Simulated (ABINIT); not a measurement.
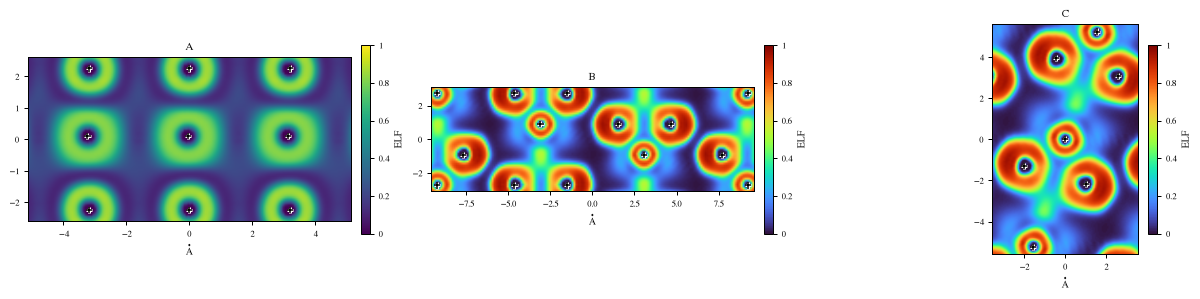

The electron localisation function of 3 systems, each on a plane through atoms (crosses mark nuclei in the plane).

Level of theory: Kohn-Sham DFT of a periodic cell, PBEsol, PseudoDojo NC SR PBEsol v0.4.1 standard (ABINIT 10.8.3).

System 1: HfN, the (101̄) plane of the conventional cell. Space group P1; not relaxed (largest force 1.4 eV/Å).

System 2: WS2, the (110) plane of the conventional cell. Space group R3m; not relaxed (largest force 0.6 eV/Å).

```cif
data_structure
_symmetry_space_group_name_H-M 'P 1'
_symmetry_Int_Tables_number 1
_cell_length_a 3.1580
_cell_length_b 3.1580
_cell_length_c 18.4900
_cell_angle_alpha 90.000
_cell_angle_beta 90.000
_cell_angle_gamma 120.000
_cell_volume 159.70
loop_
_atom_site_label
_atom_site_type_symbol
_atom_site_fract_x
_atom_site_fract_y
_atom_site_fract_z
_atom_site_occupancy
W1 W 0.33333 0.66667 0.66667 1
W2 W 0.66667 0.33333 0.33333 1
W3 W 0.00000 0.00000 0.00000 1
S1 S 0.66667 0.33333 0.75233 1
S2 S 0.00000 0.00000 0.41900 1
S3 S 0.33333 0.66667 0.08567 1
S4 S 0.33333 0.66667 0.91637 1
S5 S 0.66667 0.33333 0.58303 1
S6 S 0.00000 0.00000 0.24970 1
```

System 3: MoS2, the (11̄0) plane of the conventional cell. Space group P1; not relaxed (largest force 1.2 eV/Å); computed pressure about −3 GPa in this cell.

```xyz
3
Lattice="-1.5800 -2.7366 0.0000 1.5800 -2.7366 0.0000 0.0000 -1.8244 6.1500" Properties=species:S:1:pos:R:3 pbc="T T T"
Mo   -1.5698   -4.5691    6.1379
S    -0.0599   -3.6868    1.5938
S    -0.0031   -5.5049    4.5894
```

Question: Which map belongs to which system?

Answer: Panel A is system 1, HfN: the plane holds Hf and N. Hf–N (2.15 Å): the ELF peaks at about 0.80 in the valence shell of N, 0.6 Å from its nucleus, and drops to about 0.20 between the two atoms: no localised pair shows between them. Panel B is system 2, WS2: the plane holds W and S. W–S (2.39 Å): the ELF peaks at about 0.85 in the valence shell of S, 0.8 Å from its nucleus, and is about 0.50 at the midpoint. Panel C is system 3, MoS2: the plane holds Mo and S. Mo–S (2.38 Å): the ELF peaks at about 0.85 in the valence shell of S, 0.8 Å from its nucleus, and is about 0.45 at the midpoint.
